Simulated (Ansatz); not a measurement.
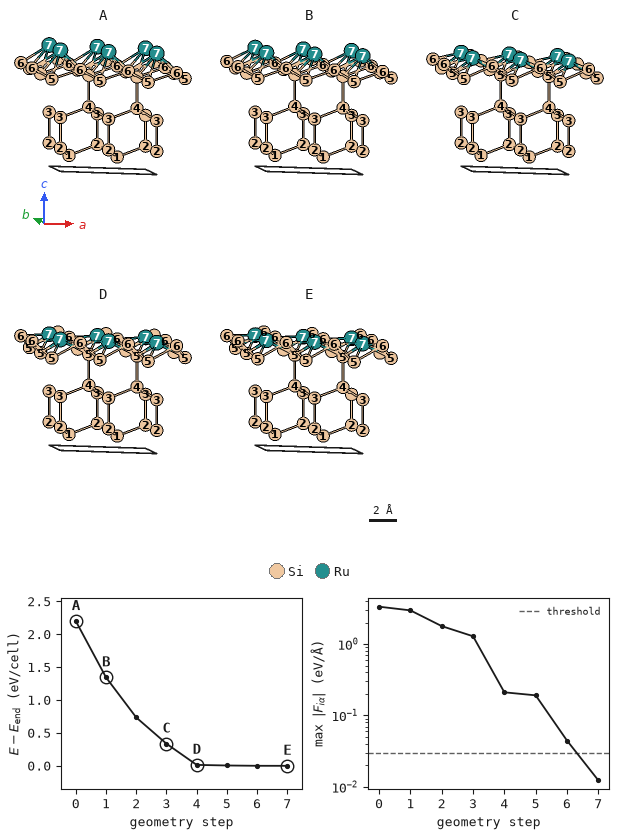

Frames of a constrained relaxation of a slab of composition Si6Ru (cut from the Fd-3m phase), marked on the history of the run. The picture is a ball-and-stick view of the 2 × 1 repeat of the cell, outlined in the plane, without the vacuum, seen slightly off an axis.

Case: Ru put at a hollow Si-Si site. The slab is the (1 1 1) face of Si with Ru on it. 3 atoms are held fixed.

These are results of DFT PBEsol, scalar-relativistic, plane waves, PAW in Ansatz, not measurements.

Input file:
```yaml
crystal:
  lattice:
    - [3.8417168278, 0.0, 0.0]
    - [-1.9208584139, 3.327024367, 0.0]
    - [0.0, 0.0, 26.0576844733]
  atoms:
    - { symbol: Si, position: [0.3333333333, 0.6666666667, 0.3261993601] }
    - { symbol: Si, position: [0.0, 0.0, 0.3562936366] }
    - { symbol: Si, position: [0.0, 0.0, 0.4465764664] }
    - { symbol: Si, position: [0.6666666667, 0.3333333333, 0.4759187077] }
    - { symbol: Si, position: [0.6666666667, 0.3333333333, 0.5684832977] }
    - { symbol: Si, position: [0.3333333333, 0.6666666667, 0.5943515468] }
    - { symbol: Ru, position: [0.0, 0.0, 0.6442408607], spin: 4.0 }
basis:
  ecutwfc: 420
kpoints:
  mp_grid: { grid: [9, 9, 1] }
hamiltonian:
  xc: pbesol
scf:
  occupations: { method: gaussian, width: 0.05 }
output:
  forces: true
  eigenvalues: true
  populations: true
  write_density: true
  write_potential: true
  elf: true
  volumetric_format: npy
magnetization:
  spin_polarized: true
relax:
  adjacent_minimum: "off"
  f_tol: 0.03
  max_steps: 70
  constraints: [{ sites: [0, 1, 2] }]
efield:
  axis: 3
  dipole_correction: true
  ramp_width: 0.04
```

Command:
```bash
ansatz run input.yaml --threads 1 --pin off --max-ram 2560MiB --backend cpu --events-out ev --progress --plain --runs-dir out
```

Question: Describe the path.

Answer: The energy falls by 2.200 eV per cell of the calculation in 7 geometry steps. The largest force component goes from 3.3 to 0.012 eV/Å. Ru7 moves most: 0.85 Å along the normal (−c). Largest moves by element: Ru 0.85 Å, Si 0.46 Å. The cell doesn't change. Among the contacts that change: Si5–Ru7 2.969 → 2.513 Å, Si6–Ru7 2.571 → 2.218 Å, Si5–Si6 2.318 → 2.518 Å, Si4–Si5 2.412 → 2.353 Å. Among the angles between lasting bonds that change: Si5–Ru7–Si6 108.0° → 152.2°, Ru7–Si6–Ru7 96.7° → 120.0°, Si6–Ru7–Si6 96.7° → 120.0°. The program noted that the starting moments weren't kept. The run may lie on a higher electronic state than the lowest, so the end point isn't shown to be the ground-state structure. Cost: 5.3 min on 1 thread of Intel(R) Xeon(R) Processor @ 2.70GHz, with other jobs on the host, peak memory 0.66 GiB. From step 0 to 1: Ru7 moves most (0.19 Å), energy −0.856 eV per cell of the calculation. From step 1 to 3: Ru7 moves most (0.39 Å), energy −1.008 eV per cell of the calculation. From step 3 to 4: Ru7 moves most (0.19 Å), energy −0.322 eV per cell of the calculation. From step 4 to 7: Ru7 moves most (0.07 Å), energy −14.1 meV per cell of the calculation.

| step | E − E(0), meV/atom | largest force component, eV/Å |
| --- | --- | --- |
| 0 | 0.00 | 3.3300 |
| 1 | -122.27 | 2.9568 |
| 2 | -209.28 | 1.7810 |
| 3 | -266.27 | 1.2841 |
| 4 | -312.30 | 0.2109 |
| 5 | -313.57 | 0.1913 |
| 6 | -314.25 | 0.0446 |
| 7 | -314.32 | 0.0124 |

Limits of the set-up: the periodic images lie only 3.8 Å apart, so the values are limited by the cell's size.
